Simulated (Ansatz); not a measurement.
Ir (P6/mmm, No. 191): coordinates from a relaxation with DFT, revPBE, plane waves (420 eV) with PAW, scalar-relativistic (Ansatz); the starting structure was generated, so it need not be a known form of this composition.

```
Ir
1.0
     4.39192    0.00000    0.00000
    -2.19596    3.80351    0.00000
     0.00000    0.00000    2.71331
Ir
3
Direct
  0.00000 0.00000 0.00000
  0.33333 0.66667 0.50000
  0.66667 0.33333 0.50000
```

> What will a map of the projected electrostatic potential along [210] show? Computed as the sum of neutral-atom potentials (tabulated electron scattering factors, B = 0.3 Å²) projected along the beam and smoothed by 0.25 Å; brighter is more positive. The display is stretched by a gamma of 0.7; percentages refer to the linear signal.

The columns repeat on a rectangular net of 2.20 × 2.71 Å (plane group p2mm). The brightest columns hold 2 Ir per repeat; in falling brightness follow 1 Ir (about 50 %). Brightness is counted from the darkest point of the image. The closest visible columns (Ir and Ir) are 1.36 Å apart in projection. Along the beam the structure repeats every 7.61 Å.

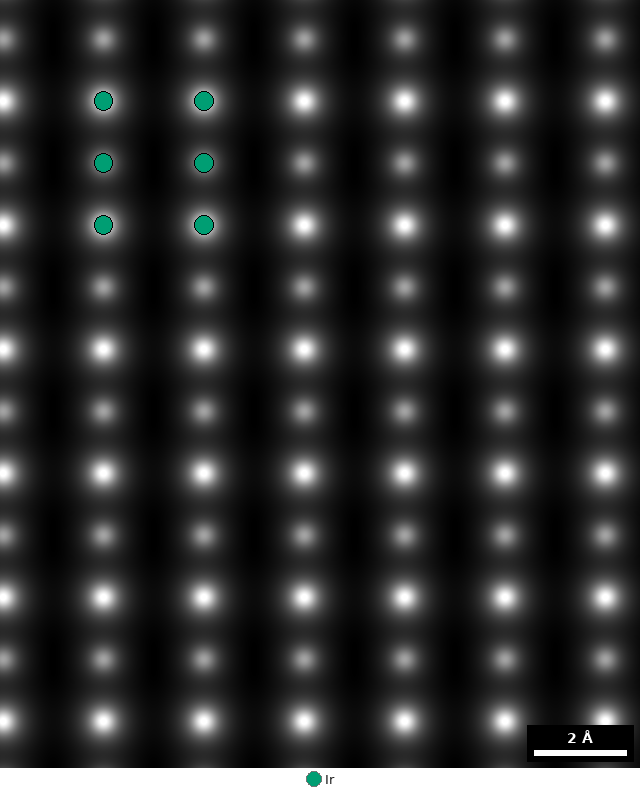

The simulated image, with the columns of the model marked in one corner.

> What mean inner potential do neutral atoms give for this crystal?

About 37 V (the sum of the forward scattering factors over the cell volume; bonding usually lowers the true value).
